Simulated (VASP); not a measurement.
## Geometry relaxation, with input and output: Lu (part 2 of 4)

Continued. System: Lu (P6₃/mmc, 2 atoms in the cell). Method: Kohn-Sham DFT of a periodic cell, PBEsol, VASP PAW PBE potentials, recommended, no spin polarisation (VASP 6.6.1); cutoff 600 eV, 12×12×7 k-mesh, methfessel-paxton of 0.1 eV. The structure derives from an entry of the Crystallography Open Database.

Geometry of the input (Å; fractional positions):
```
3.5031  0.0000  0.0000
-1.7515  3.0338  0.0000
0.0000  0.0000  5.5509
Lu 0.3333  0.6667  0.2500
Lu 0.6667  0.3333  0.7500
```

OSZICAR, continued
```
DAV:   1    -0.990271097893E+01   -0.44264E-03   -0.24833E-03  5948   0.519E+00    0.119E-01
DAV:   2    -0.990243501073E+01    0.27597E-03   -0.91348E-04  6890   0.623E-01    0.688E-02
DAV:   3    -0.990228157336E+01    0.15344E-03   -0.28718E-04  6904   0.683E-01    0.814E-03
DAV:   4    -0.990228930371E+01   -0.77303E-05   -0.97622E-05  6398   0.119E-01    0.537E-03
DAV:   5    -0.990228953992E+01   -0.23621E-06   -0.53774E-06  4028   0.336E-02
  20 F= -.99022895E+01 E0= -.99017572E+01  d E =-.311446E-04
       N       E                     dE             d eps       ncg     rms          rms(c)
DAV:   1    -0.990398690396E+01   -0.16976E-02   -0.99564E-03  5942   0.104E+01    0.237E-01
DAV:   2    -0.990287379024E+01    0.11131E-02   -0.36490E-03  6906   0.123E+00    0.138E-01
DAV:   3    -0.990226293179E+01    0.61086E-03   -0.11523E-03  6862   0.137E+00    0.163E-02
DAV:   4    -0.990229368565E+01   -0.30754E-04   -0.39099E-04  6406   0.239E-01    0.107E-02
DAV:   5    -0.990229520622E+01   -0.15206E-05   -0.22865E-05  5666   0.674E-02    0.419E-03
DAV:   6    -0.990229523890E+01   -0.32678E-07   -0.12886E-06  3446   0.297E-02
  21 F= -.99022952E+01 E0= -.99017711E+01  d E =-.368436E-04
       N       E                     dE             d eps       ncg     rms          rms(c)
DAV:   1    -0.990234519416E+01   -0.49988E-04   -0.44897E-04  8056   0.125E+00    0.502E-02
DAV:   2    -0.990230868268E+01    0.36511E-04   -0.16317E-04  7460   0.201E-01    0.282E-02
DAV:   3    -0.990229688374E+01    0.11799E-04   -0.15777E-04  8022   0.189E-01    0.208E-02
DAV:   4    -0.990229490982E+01    0.19739E-05   -0.22766E-05  6464   0.674E-02    0.134E-02
DAV:   5    -0.990229441299E+01    0.49683E-06   -0.80626E-06  5388   0.376E-02
  22 F= -.99022944E+01 E0= -.99017718E+01  d E =0.825910E-06
       N       E                     dE             d eps       ncg     rms          rms(c)
DAV:   1    -0.990274118072E+01   -0.44627E-03   -0.40186E-03  7956   0.377E+00    0.150E-01
DAV:   2    -0.990240725105E+01    0.33393E-03   -0.14534E-03  7488   0.602E-01    0.840E-02
DAV:   3    -0.990229651223E+01    0.11074E-03   -0.14158E-03  8024   0.574E-01    0.623E-02
DAV:   4    -0.990228129879E+01    0.15213E-04   -0.20134E-04  6490   0.199E-01    0.409E-02
DAV:   5    -0.990228298297E+01   -0.16842E-05   -0.78571E-05  6734   0.116E-01    0.967E-03
DAV:   6    -0.990228444111E+01   -0.14581E-05   -0.11319E-05  7470   0.504E-02    0.623E-03
DAV:   7    -0.990228381421E+01    0.62690E-06   -0.29627E-06  4418   0.226E-02
  23 F= -.99022838E+01 E0= -.99017654E+01  d E =0.114247E-04
       N       E                     dE             d eps       ncg     rms          rms(c)
DAV:   1    -0.990234577733E+01   -0.61336E-04   -0.57377E-04  7870   0.143E+00    0.579E-02
DAV:   2    -0.990229725184E+01    0.48525E-04   -0.21191E-04  7520   0.230E-01    0.327E-02
DAV:   3    -0.990228132348E+01    0.15928E-04   -0.20801E-04  7998   0.220E-01    0.239E-02
DAV:   4    -0.990227848657E+01    0.28369E-05   -0.30457E-05  6500   0.794E-02    0.148E-02
DAV:   5    -0.990227811168E+01    0.37489E-06   -0.10911E-05  5600   0.435E-02    0.344E-03
DAV:   6    -0.990227791286E+01    0.19882E-06   -0.11062E-06  3760   0.200E-02
  24 F= -.99022779E+01 E0= -.99017610E+01  d E =0.173260E-04
       N       E                     dE             d eps       ncg     rms          rms(c)
DAV:   1    -0.990228792277E+01   -0.98111E-05   -0.79217E-05  8210   0.488E-01    0.200E-02
DAV:   2    -0.990228162674E+01    0.62960E-05   -0.26499E-05  7290   0.792E-02    0.114E-02
DAV:   3    -0.990227911971E+01    0.25070E-05   -0.24867E-05  7942   0.755E-02    0.827E-03
DAV:   4    -0.990227899620E+01    0.12352E-06   -0.34736E-06  4056   0.284E-02
  25 F= -.99022790E+01 E0= -.99017616E+01  d E =0.162427E-04
       N       E                     dE             d eps       ncg     rms          rms(c)
DAV:   1    -0.990242342586E+01   -0.14431E-03   -0.14722E-03  7924   0.396E-01    0.939E-02
DAV:   2    -0.990228747389E+01    0.13595E-03   -0.40935E-04  7612   0.228E-01    0.309E-02
DAV:   3    -0.990227377500E+01    0.13699E-04   -0.10874E-04  7340   0.456E-02    0.891E-03
DAV:   4    -0.990227707745E+01   -0.33025E-05   -0.10887E-05  6844   0.276E-02    0.697E-03
DAV:   5    -0.990228010935E+01   -0.30319E-05   -0.10304E-05  7000   0.142E-02    0.342E-03
DAV:   6    -0.990227989348E+01    0.21587E-06   -0.56631E-07  2714   0.915E-03
  26 F= -.99022799E+01 E0= -.99017633E+01  d E =-.897282E-06
       N       E                     dE             d eps       ncg     rms          rms(c)
DAV:   1    -0.990228269863E+01   -0.25893E-05   -0.26502E-05  7148   0.511E-02    0.133E-02
DAV:   2    -0.990227988872E+01    0.28099E-05   -0.62418E-06  4946   0.300E-02    0.511E-03
DAV:   3    -0.990227933936E+01    0.54937E-06   -0.36293E-06  5780   0.793E-03
  27 F= -.99022793E+01 E0= -.99017626E+01  d E =-.343160E-06
       N       E                     dE             d eps       ncg     rms          rms(c)
DAV:   1    -0.990228067843E+01   -0.78971E-06   -0.11451E-05  6302   0.318E-02    0.899E-03
DAV:   2    -0.990227978020E+01    0.89823E-06   -0.22399E-06  2844   0.207E-02
  28 F= -.99022798E+01 E0= -.99017631E+01  d E =-.784006E-06
       N       E                     dE             d eps       ncg     rms          rms(c)
DAV:   1    -0.990228075207E+01   -0.73642E-07   -0.14136E-05  6140   0.300E-02    0.713E-03
DAV:   2    -0.990227993815E+01    0.81392E-06   -0.17899E-06  2742   0.187E-02
  29 F= -.99022799E+01 E0= -.99017632E+01  d E =-.941953E-06
       N       E                     dE             d eps       ncg     rms          rms(c)
DAV:   1    -0.990227981866E+01    0.93341E-06   -0.49427E-06  5312   0.171E-02    0.357E-03
DAV:   2    -0.990227971528E+01    0.10338E-06   -0.54669E-07  2316   0.111E-02
  30 F= -.99022797E+01 E0= -.99017630E+01  d E =-.719081E-06
       N       E                     dE             d eps       ncg     rms          rms(c)
DAV:   1    -0.990229591184E+01   -0.16093E-04   -0.14952E-04  7944   0.437E-01    0.281E-02
DAV:   2    -0.990228329723E+01    0.12615E-04   -0.39866E-05  7112   0.911E-02    0.132E-02
DAV:   3    -0.990228018627E+01    0.31110E-05   -0.29910E-05  7762   0.566E-02    0.755E-03
DAV:   4    -0.990228102567E+01   -0.83939E-06   -0.55904E-06  4564   0.349E-02
  31 F= -.99022810E+01 E0= -.99017640E+01  d E =-.131039E-05
       N       E                     dE             d eps       ncg     rms          rms(c)
DAV:   1    -0.990240641754E+01   -0.12623E-03   -0.12033E-03  8008   0.129E+00    0.816E-02
DAV:   2    -0.990229930442E+01    0.10711E-03   -0.33792E-04  7222   0.265E-01    0.376E-02
DAV:   3    -0.990227713858E+01    0.22166E-04   -0.25814E-04  7850   0.164E-01    0.224E-02
DAV:   4    -0.990228266055E+01   -0.55220E-05   -0.50813E-05  6396   0.101E-01    0.660E-03
DAV:   5    -0.990228494410E+01   -0.22835E-05   -0.15635E-05  7428   0.576E-02    0.888E-03
DAV:   6    -0.990228703373E+01   -0.20896E-05   -0.35905E-06  5306   0.187E-02    0.243E-03
DAV:   7    -0.990228718076E+01   -0.14703E-06   -0.69130E-07  2688   0.126E-02
  32 F= -.99022872E+01 E0= -.99017683E+01  d E =-.746548E-05
       N       E                     dE             d eps       ncg     rms          rms(c)
DAV:   1    -0.990230819656E+01   -0.21163E-04   -0.19758E-04  7948   0.507E-01    0.331E-02
DAV:   2    -0.990229075853E+01    0.17438E-04   -0.54288E-05  7158   0.106E-01    0.155E-02
DAV:   3    -0.990228660570E+01    0.41528E-05   -0.41552E-05  7820   0.661E-02    0.896E-03
DAV:   4    -0.990228771557E+01   -0.11099E-05   -0.79616E-06  5164   0.406E-02    0.246E-03
DAV:   5    -0.990228808001E+01   -0.36443E-06   -0.13773E-06  3238   0.224E-02
  33 F= -.99022881E+01 E0= -.99017685E+01  d E =-.836473E-05
       N       E                     dE             d eps       ncg     rms          rms(c)
DAV:   1    -0.990236191335E+01   -0.74198E-04   -0.71654E-04  7930   0.102E+00    0.631E-02
DAV:   2    -0.990229883338E+01    0.63080E-04   -0.20062E-04  7216   0.204E-01    0.293E-02
DAV:   3    -0.990228502236E+01    0.13811E-04   -0.15564E-04  7864   0.129E-01    0.175E-02
DAV:   4    -0.990228842047E+01   -0.33981E-05   -0.31547E-05  6284   0.800E-02    0.506E-03
DAV:   5    -0.990228952567E+01   -0.11052E-05   -0.80320E-06  6088   0.429E-02    0.606E-03
DAV:   6    -0.990229107490E+01   -0.15492E-05   -0.23277E-06  5004   0.141E-02    0.183E-03
DAV:   7    -0.990229116854E+01   -0.93636E-07   -0.39739E-07  2588   0.843E-03
  34 F= -.99022912E+01 E0= -.99017702E+01  d E =-.114533E-04
```

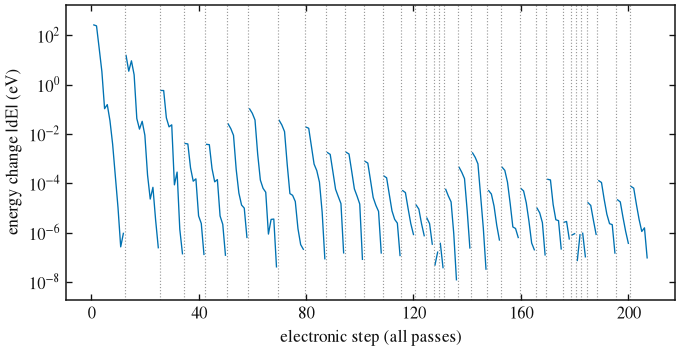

*Convergence of the self-consistent field: energy change |dE| against the electronic step. Each stretch between dotted lines is the SCF of one geometry step of a relaxation.*

The 34 ionic steps take 2 to 13 electronic steps each.

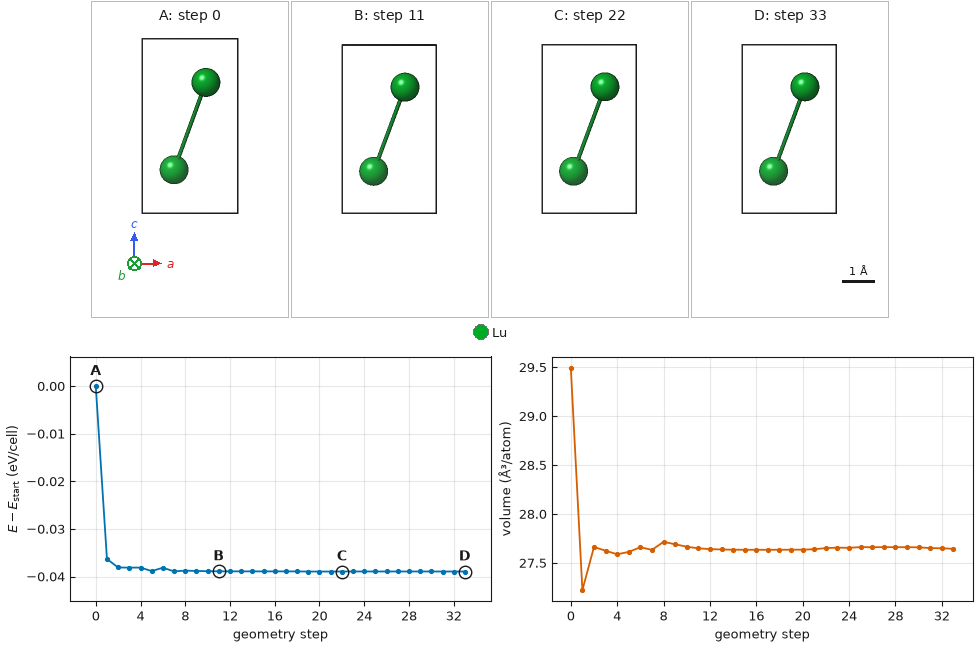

*Frames of the relaxation (ball-and-stick view of the cell of the calculation, along the b axis) above the curves, on which the letters mark them (steps are counted from 0).*

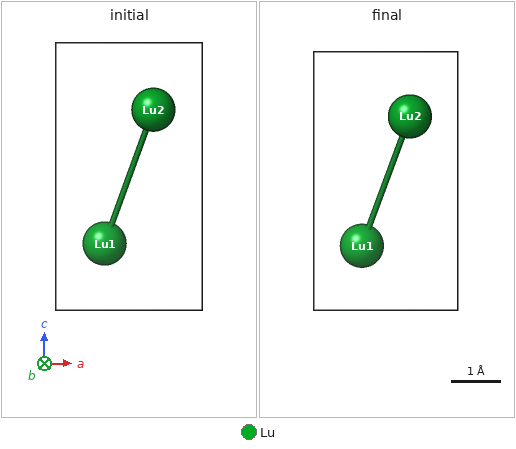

*Before (left) and after (right) the relaxation, at one scale (ball-and-stick view of the cell of the calculation, along the b axis).*

After 33 geometry steps the energy has fallen by 38.9 meV per cell of the calculation. All forces vanish by symmetry, so only the cell relaxes. No atom moves by more than 0.005 Å relative to the cell. Cell: a = b 3.503 → 3.450 Å (−1.5 %), c 5.551 → 5.364 Å (−3.4 %). Volume −6.3 %. Among the contacts that change: Lu1–Lu2 3.434 → 3.341 Å, Lu1–Lu1 3.503 → 3.450 Å. The space group stays P6_3/mmc (No. 194). (Atoms are counted from 1 in the order of the input.)

Parts of OUTCAR
```
SYSTEM = Lu
   EDIFF = 1E-6
   EDIFFG = -0.01
   ENCUT = 600
   GGA = PS
   IBRION = 2
   ISIF = 3
   ISMEAR = 1
   LASPH = .True.
   LREAL = .False.
   NELM = 80
   NSW = 90
   PREC = Accurate

 ion  position               nearest neighbor table
   1  0.333  0.667  0.250-   2 3.43   2 3.43   2 3.43   2 3.43   2 3.43   2 3.43
   2  0.667  0.333  0.750-   1 3.43   1 3.43   1 3.43   1 3.43   1 3.43   1 3.43

  LATTYP: Found a hexagonal cell.
 ALAT       =     3.5031000000
 C/A-ratio  =     1.5845679541

  Lattice vectors:

 A1 = (   3.5031000000,   0.0000000000,   0.0000000000)
 A2 = (  -1.7515500000,   3.0337735920,   0.0000000000)
 A3 = (   0.0000000000,   0.0000000000,   5.5509000000)

Analysis of symmetry for initial positions (statically):
=====================================================================
 Subroutine PRICEL returns:
 Original cell was already a primitive cell.

 Routine SETGRP: Setting up the symmetry group for a
 hexagonal supercell.

 Subroutine GETGRP returns: Found 24 space group operations
 (whereof 12 operations were pure point group operations)
 out of a pool of 24 trial point group operations.

The static configuration has the point symmetry D_3d.
 The point group associated with its full space group is D_6h.

Analysis of symmetry for dynamics (positions and initial velocities):
=====================================================================
 Subroutine PRICEL returns:
 Original cell was already a primitive cell.

 Routine SETGRP: Setting up the symmetry group for a
 hexagonal supercell.

 Subroutine GETGRP returns: Found 24 space group operations
 (whereof 12 operations were pure point group operations)
 out of a pool of 24 trial point group operations.

The dynamic configuration has the point symmetry D_3d.
 The point group associated with its full space group is D_6h.

 Subroutine INISYM returns: Found 24 space group operations
 (whereof 12 operations are pure point group operations),
 and found     1 'primitive' translations

----------------------------------------------------------------------------------------

                                     Primitive cell

  volume of cell :      58.9928

  direct lattice vectors                    reciprocal lattice vectors
     3.503100000  0.000000000  0.000000000     0.285461448  0.164811244  0.000000000
    -1.751550000  3.033773592  0.000000000     0.000000000  0.329622488  0.000000000
     0.000000000  0.000000000  5.550900000     0.000000000  0.000000000  0.180150967

  length of vectors
     3.503100000  3.503100000  5.550900000     0.329622488  0.329622488  0.180150967

  position of ions in fractional coordinates (direct lattice)
     0.333333333  0.666666667  0.250000000
     0.666666667  0.333333333  0.750000000

  ion indices of the primitive-cell ions
   primitive index   ion index
                 1           1
                 2           2

----------------------------------------------------------------------------------------

 KPOINTS: k-points

Automatic generation of k-mesh.
 Grid dimensions read from file:
 generate k-points for:   12   12    7

 Generating k-lattice:

  Cartesian coordinates                     Fractional coordinates (reciprocal lattice)
     0.023788454  0.013734270  0.000000000     0.083333333  0.000000000  0.000000000
     0.000000000  0.027468541  0.000000000     0.000000000  0.083333333  0.000000000
     0.000000000  0.000000000  0.025735852     0.000000000  0.000000000  0.142857143

  Length of vectors
     0.027468541  0.027468541  0.025735852

  Shift w.r.t. Gamma in fractional coordinates (k-lattice)
     0.000000000  0.000000000  0.000000000

 Subroutine IBZKPT returns following result:
 ===========================================

 Found     76 irreducible k-points:

 Following reciprocal coordinates:
            Coordinates               Weight
  0.000000  0.000000  0.000000      1.000000
  0.083333  0.000000  0.000000      6.000000
  0.166667  0.000000  0.000000      6.000000
  0.250000  0.000000  0.000000      6.000000
  0.333333  0.000000  0.000000      6.000000
  0.416667  0.000000  0.000000      6.000000
  0.500000  0.000000  0.000000      3.000000
  0.083333  0.083333  0.000000      6.000000
  0.166667  0.083333  0.000000     12.000000
  0.250000  0.083333  0.000000     12.000000
  0.333333  0.083333  0.000000     12.000000
  0.416667  0.083333  0.000000     12.000000
  0.166667  0.166667  0.000000      6.000000
  0.250000  0.166667  0.000000     12.000000
  0.333333  0.166667  0.000000     12.000000
  0.416667  0.166667  0.000000      6.000000
  0.250000  0.250000  0.000000      6.000000
  0.333333  0.250000  0.000000     12.000000
  0.333333  0.333333  0.000000      2.000000
  0.000000  0.000000  0.142857      2.000000
  0.083333  0.000000  0.142857     12.000000
  0.166667  0.000000  0.142857     12.000000
  0.250000  0.000000  0.142857     12.000000
  0.333333  0.000000  0.142857     12.000000
 [... further k-points ...]
```
